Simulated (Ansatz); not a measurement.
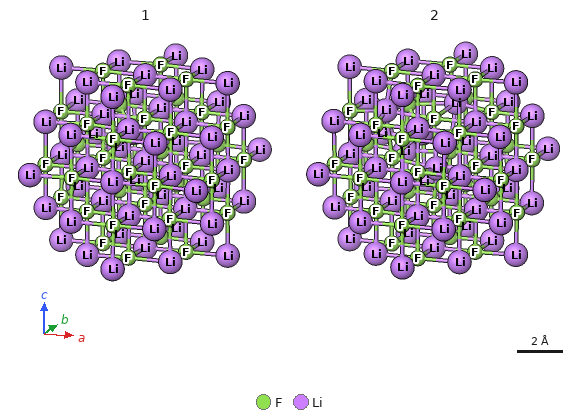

Two geometries of a defect cell of composition F$_{32}$Li$_{33}$ (cell charge +1), drawn at one scale. One is the start of a relaxation, the other its converged end. Style: ball-and-stick. Shown: the atoms within 5.8 Å of the atom that moves most (axes of the cell of the calculation (origin shifted)), slightly off an axis.

Computed with Ansatz 0.2.0, DFT, PBEsol, PAW, plane waves. Settings: plane-wave cutoff 420 eV; k-point mesh 1 × 1 × 1; mesh shifted by (0.25, 0.25, 0.25); no spin polarisation; atoms relaxed in a fixed cell; force threshold 0.03 eV/Å; at most 80 steps.

Question: Which one is relaxed?

Answer: Structure 2 is the relaxed one. The atom that moves furthest is a Li atom (0.40 Å along [1 −1 −1]). Largest moves by element: Li 0.40 Å, F 0.06 Å. The cell stays as it was. Near-neighbour distances that change, for instance: Li–Li 1.716 → 2.131 Å, Li–Li 1.739 → 2.131 Å, F–Li 1.964 → 2.251 Å, F–Li 1.992 → 2.258 Å. Among the angles between lasting bonds that change: F–Li–F 179.8° → 162.0°, F–Li–F 178.9° → 161.9°, F–Li–F 177.5° → 161.9°. After 4 geometry steps the energy has fallen by 2.624 eV per cell of the calculation. Largest force component: 1.9 eV/Å at the start, 0.0079 eV/Å at the end. Cost: 4.5 s on 1 × NVIDIA GB300 Max-Q with 8 threads of Arm Neoverse-V2, peak memory 1.7 GiB.

Limits of the set-up: the periodic images lie only 8.0 Å apart, so the values are limited by the cell's size; the cell is charged, on a uniform background, and energies carry no finite-size correction.
